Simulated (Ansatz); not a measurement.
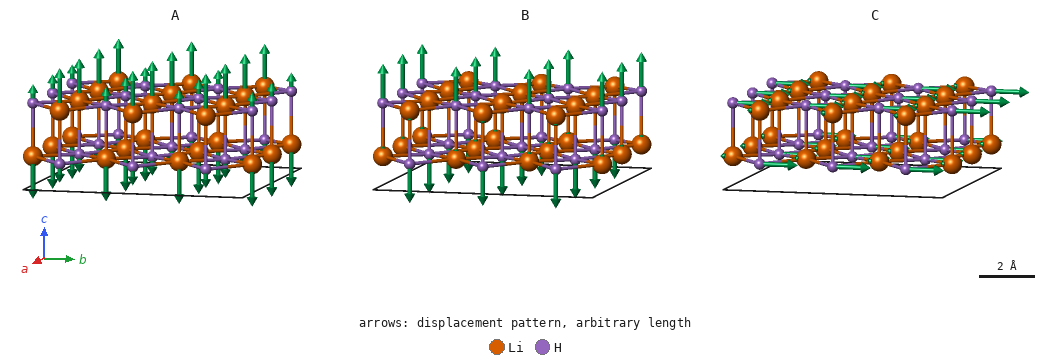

Three optical modes of a free-standing layer of LiH (a generated structure) at the zone centre, in no order (one member of each degenerate set). The green arrows are the displacements of the atoms (eigenvector over the root of the mass), of arbitrary overall length and sign. A ball-and-stick model of the 3 × 3 repeat of the cell, outlined in the plane, without the vacuum, seen slightly off an axis.

Level of theory: Ansatz 0.2.0, DFT PBE, scalar-relativistic, plane waves, PAW. Settings: plane-wave cutoff 420 eV; k-point mesh 10 × 10 × 1; occupations fixed; no spin polarisation.

Frequencies are those without the non-analytic (LO–TO) term.

### Order them from the lowest to the highest frequency (imaginary ones first).

A (365 cm⁻¹), C (689 cm⁻¹), B (935 cm⁻¹). A, A₁g: All motion is along c of the drawn cell; atoms of one kind move against one another, with no net shift of any sublattice; it stretches the shortest H–Li bonds (1.96 Å); the kinetic energy is shared as Li 98 %, H 2 %. C, E_u: The H sublattice moves against the Li sublattice, along b of the drawn cell; the kinetic energy is shared as H 87 %, Li 13 %. B, A₁g: All motion is along c of the drawn cell; atoms of one kind move against one another, with no net shift of any sublattice; it stretches the shortest H–Li bonds (1.96 Å); the kinetic energy is shared as H 98 %, Li 2 %.
